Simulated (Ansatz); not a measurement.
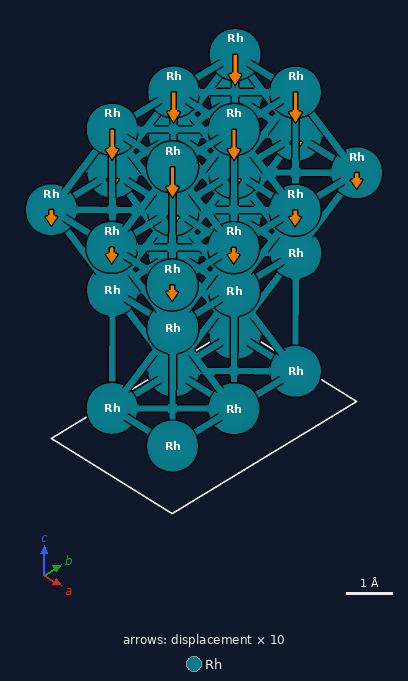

A constrained relaxation of a slab of composition Rh (cut from the Fm-3m phase). The starting structure is drawn; orange arrows show the displacements, magnified 10 times.

The picture is a ball-and-stick view of the 2 × 3 repeat of the cell, outlined in the plane, without the vacuum, seen from a free direction.

Case: clean slab, lower half held. The slab is the (1 1 1) face of Rh. 2 atoms are held fixed.

The calculation used DFT PBEsol, scalar-relativistic, plane waves, PAW in Ansatz.

Input
```yaml
crystal:
  lattice:
    - [2.6728587948, 0.0, 0.0]
    - [-1.3364293974, 2.314763617, 0.0]
    - [0.0, 0.0, 23.5471402018]
  atoms:
    - { symbol: Rh, position: [0.6666666667, 0.3333333333, 0.360978018] }
    - { symbol: Rh, position: [0.3333333333, 0.6666666667, 0.4536593393] }
    - { symbol: Rh, position: [0.0, 0.0, 0.5463406607] }
    - { symbol: Rh, position: [0.6666666667, 0.3333333333, 0.639021982] }
basis:
  ecutwfc: 420
kpoints:
  mp_grid: { grid: [12, 12, 1] }
hamiltonian:
  xc: pbesol
scf:
  occupations: { method: gaussian, width: 0.1 }
output:
  forces: true
  eigenvalues: true
  write_density: true
  write_potential: true
  elf: true
  volumetric_format: npy
relax:
  adjacent_minimum: "off"
  f_tol: 0.03
  max_steps: 70
  constraints: [{ sites: [0, 1] }]
efield:
  axis: 3
  dipole_correction: true
  ramp_width: 0.04
```

Run as
```bash
ansatz run input.yaml --threads 1 --pin off --max-ram 2560MiB --backend cpu --events-out ev --progress --plain --runs-dir out
```

Question: What did the optimiser do to the structure, and how much energy did it gain?

Answer: Over 2 accepted moves (3 points after the start) the energy falls by 13.2 meV per cell of the calculation. The largest force component goes from 0.32 to 0.012 eV/Å. 1 step only repeated the SCF at the same geometry. The largest move is that of Rh4, 0.076 Å along the normal (−c). The cell doesn't change. Among the contacts that change: Rh2–Rh3 2.673 → 2.639 Å, Rh3–Rh4 2.673 → 2.645 Å.
